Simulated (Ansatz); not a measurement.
**Single-point calculation, with input and output: ZrO2**

ZrO2 (Fm-3m, 3 atoms in the cell), computed with DFT PBE+D3(BJ), scalar-relativistic, plane waves, PAW, no spin polarisation (Ansatz 0.2.0).

The structure derives from an entry of the Crystallography Open Database. Figures and captions count atoms from 1; the log counts them from 0 in places.

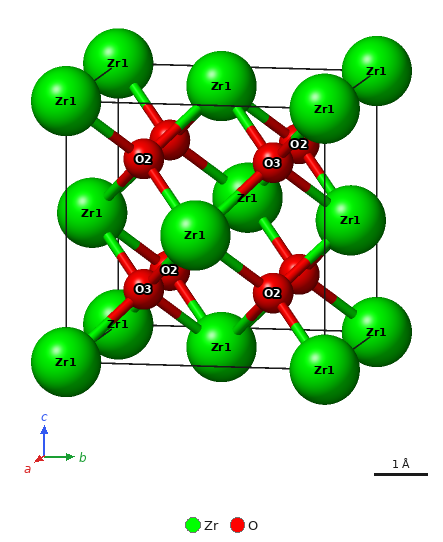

Figure 1. The structure (ball-and-stick view of the cell 4 times as large as that of the calculation, set on its symmetry axes, seen slightly off an axis; atoms are numbered from 1 in the order of the input). An atom can appear more than once, as a periodic image. Near neighbours in the periodic cell (some may lie outside the picture): Zr has 8 O at 2.20 Å; O has 4 Zr at 2.20 Å.

### Input file
```yaml
crystal:
  lattice:
    - [0.0, 2.535, 2.535]
    - [2.535, 0.0, 2.535]
    - [2.535, 2.535, 0.0]
  atoms:
    - { symbol: Zr, position: [0.0, 0.0, 0.0] }
    - { symbol: O, position: [0.25, 0.25, 0.25] }
    - { symbol: O, position: [0.75, 0.75, 0.75] }
basis:
  ecutwfc: 420
kpoints:
  mp_grid: { grid: [6, 6, 6] }
hamiltonian:
  xc: pbe
  dispersion: d3bj
scf:
  occupations: { method: gaussian, width: 0.1 }
output:
  forces: true
  stress: true
  eigenvalues: true
```

Launched with:
```bash
ansatz run input.yaml --threads 8 --pin off --max-ram 20480MiB --backend cpu --events-out ev --progress --plain --runs-dir out
```

### What the program printed
```
Engine: ansatz 0.2.0, x86_64-unknown-linux-gnu
Pseudopotentials: kind: paw
Pseudopotential: Zr, paw, valence charge 12, recommended cutoff 420 eV (normal), Zr.paw.azcp
Pseudopotential: O, paw, valence charge 6, recommended cutoff 420 eV (normal), O.paw.azcp
Functional definition: PBE
  parameter kappa = 0.804
  parameter beta = 0.06672455060314922
  exchange = pbe_x(kappa = kappa, mu = beta*pi^2/3)
  correlation = pbe_c(beta = beta)
Crystal: 3 atoms, lattice volume = 32.581 Å³
Basis set: ecut = 420 eV, 609 PW (Γ), exchange–correlation on 48×48×48 points (8 copies of the dense FFT grid, shifted against one another)
Bands: 16, of which v1, the nominal top of the filled ones, is band 12 counted from 1 (11 counted from 0)
Symmetry: 48 space group operations
Space group: Fm-3m (ITA 225), of the structure as read, at distance tolerance 3.2e-5 Å
k-points: 16 of 216
Non-local potential: Zr, projectors of the file, l = 0: 3, l = 1: 2, l = 2: 2, l = 3: 2
Non-local potential: O, projectors of the file, l = 0: 2, l = 1: 2, l = 2: 1
PAW form: soft (Blöchl's): semilocal exchange-correlation on the pseudo side does not see the compensation charge
PAW one-centre angular grid: Zr, 590 points (default); XC on 64 Gauss nodes
PAW one-centre angular grid: O, 110 points (default); XC on 64 Gauss nodes
Initial density: superposition of atomic densities (neutral atoms: chi_scale 0, normalization atom), corrected by the library's trained network
Initial wavefunctions: pseudopotential atomic-orbital guess
Functional: x = pbe(κ = 0.804, μ = 0.2195149727645171), c = pbe(β = 0.06672455060314922)
SCF iter   1: F=—  HF=-5324.613105 eV  |F-HF|=—  |Δ(HF+E_count)|=         —  Δρ=2.24e-3  dr2=1.08e-3  ethr=1.77e-3  ⟨swp⟩=5.1  Hψ=1178  notcnv=0
preconditioner: auto → none  [insulator: Δε(μ)=3.425 eV  Ē_g=17.353 eV  σ=0.100 eV  W_gap=1.00  n_scr=14 (ndim 8)  ℏωp=30.5 eV  f_vac=0.023  D(μ)=0.00/eV (n_scr^D=0)  ε∞_Penn≈4.1]
SCF iter   2: F=—  HF=-5324.613156 eV  |F-HF|=—  |Δ(HF+E_count)|=   5.10e-5  Δρ=1.54e-3  dr2=5.88e-4  ethr=4.49e-6  ⟨swp⟩=2.1  Hψ=579  notcnv=0
SCF iter   3: F=—  HF=-5324.613046 eV  |F-HF|=—  |Δ(HF+E_count)|=   1.10e-4  Δρ=6.00e-4  dr2=1.77e-5  ethr=2.45e-6  ⟨swp⟩=2.0  Hψ=352  notcnv=0
SCF iter   4: F=—  HF=-5324.612999 eV  |F-HF|=—  |Δ(HF+E_count)|=   4.70e-5  Δρ=1.60e-4  dr2=1.47e-6  ethr=7.39e-8  ⟨swp⟩=2.0  Hψ=433  notcnv=0
iter 5 did not close the SCF: its close was put off for the readings that it lacked (scf_convergence_deferred on its scf_iter line)
SCF iter   5: F=-5324.613006 eV  HF=-5324.613006 eV  |F-HF|=2.90e-8  |Δ(HF+E_count)|=   6.86e-6  Δρ=1.37e-5  dr2=1.82e-8  ethr=6.13e-9  ⟨swp⟩=2.0  Hψ=447  notcnv=0
SCF iter   6: F=-5324.613006 eV  HF=-5324.613006 eV  |F-HF|=1.98e-10  |Δ(HF+E_count)|=   3.42e-8  Δρ=1.77e-6  dr2=5.84e-10  ethr=7.57e-11  ⟨swp⟩=2.0  Hψ=901  notcnv=0
SCF 1 converged in 6 iterations: F = -5324.613006 eV  dr2 = 5.84e-10
  greatest PAW one-centre occupation: 0.995 electrons in one spin orbital (limit 2), on the Zr atom at site 0 (counted from 0), in its partial waves of l = 0
SCF converged after 6 iterations
Free energy (F): -5324.613006 eV
Harris-Foulkes:  -5324.613006 eV  (|F-HF|=1.98e-10)
Internal energy: -5324.613006 eV  (E = F + TS)
E sigma→0 (E₀):  -5324.613006 eV
Fermi energy:    14.042543 eV
--- Per-component energies (eV) ---
  E_band       = -56.251820
  E_kinetic    = 689.107614
  E_local      = -1130.942256  (includes V_loc(G=0)·N_el)
  E_nonlocal   = 171.190310
  E_hartree    = 373.963961
  E_xc         = -312.417170
  E_vxc        = -383.462839  (∫ρ·V_xc dr)
  E_paw        = -3268.958053  (= ΣΔE_a)
  E_vpaw       = -150.077096  (= ΣTr[D̂ρ^β])
  E_aug_tail   = 0.005057  (compensation charges beyond the density's cutoff)
  E_ewald      = -1845.751294
  E_disp       = -0.811176  (pairwise vdW)
  E_smearing   = -0.000000  (= −TS)
  E_closure    = 0.000000  (closes the sum)
  Σ components = -5324.613006   (vs F -5324.613006, Δ=0.00e0)
--- Forces (eV/Å), atoms counted from 1 ---
  atom   1  Zr    -0.00000000    -0.00000000     0.00000000
  atom   2  O     -0.00000000     0.00000000    -0.00000000
  atom   3  O      0.00000000    -0.00000000     0.00000000
  max |Σ_I F_I| component: 3.47e-18 eV/Å
--- Stress (GPa, compression-positive) ---
        2.600938       0.000000       0.000000
       -0.000000       2.600938       0.000000
        0.000000      -0.000000       2.600938
  P = ⅓ Tr σ = 2.6009 GPa (26.009 kbar)
--- Band table (eV; the first three rows and the last of 16) ---
  k-point 0: bands = ["-35.6791", "-13.5001", "-13.5001", "-13.5001", "-5.9087", "-3.3045", "7.0461", "7.0461", "7.0461", "11.8102", "11.8102", "11.8102", "15.7383", "15.7383", "19.0149", "21.8531"]
  k-point 1: bands = ["-35.6666", "-13.6993", "-13.5188", "-13.5188", "-5.5319", "-3.5649", "7.3079", "7.3079", "7.7722", "11.2074", "11.3587", "11.3587", "16.1912", "16.1912", "19.6158", "21.1805"]
  k-point 2: bands = ["-35.6416", "-14.0581", "-13.5556", "-13.5556", "-4.9856", "-3.7932", "7.8337", "7.8337", "9.1615", "10.2665", "10.8101", "10.8101", "16.5165", "16.5165", "18.7429", "21.0020"]
  k-point 15: bands = ["-35.6124", "-14.1405", "-13.8434", "-13.6871", "-4.3274", "-3.9130", "6.9493", "8.3322", "9.5537", "10.3704", "10.9162", "12.1958", "16.6172", "17.0958", "18.4694", "19.1262"]
```

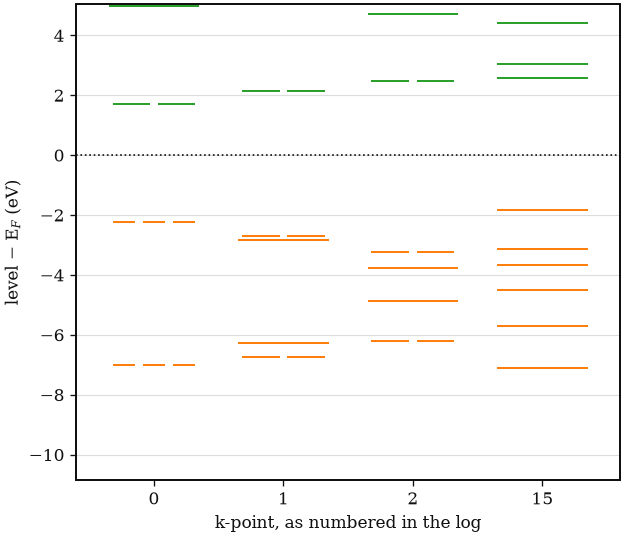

Figure 2. Kohn–Sham levels near the Fermi level (dotted) at the few k-points that the log prints; levels within 0.02 eV of each other stand side by side. Among these points the highest filled and lowest empty levels are 3.54 eV apart; the gap on the full mesh, 3.39 eV, has an edge at a point that isn't printed.

### Key numbers

| quantity | value |
| --- | --- |
| outcome | converged |
| space group (tolerance 0.01 Å) | Fm-3m (225) |
| electrons treated | 24 |
| free energy | −5324.6130 eV |
| Fermi energy | 14.043 eV |
| gap on the k-point mesh | 3.39 eV |
| pressure | 2.60 GPa |
| largest force (length of the vector) | under 0.001 eV/Å |
| hardware | 8 threads of Intel Xeon (Granite Rapids), 32 GiB of memory available, shared host |
| peak memory | 0.34 GiB |
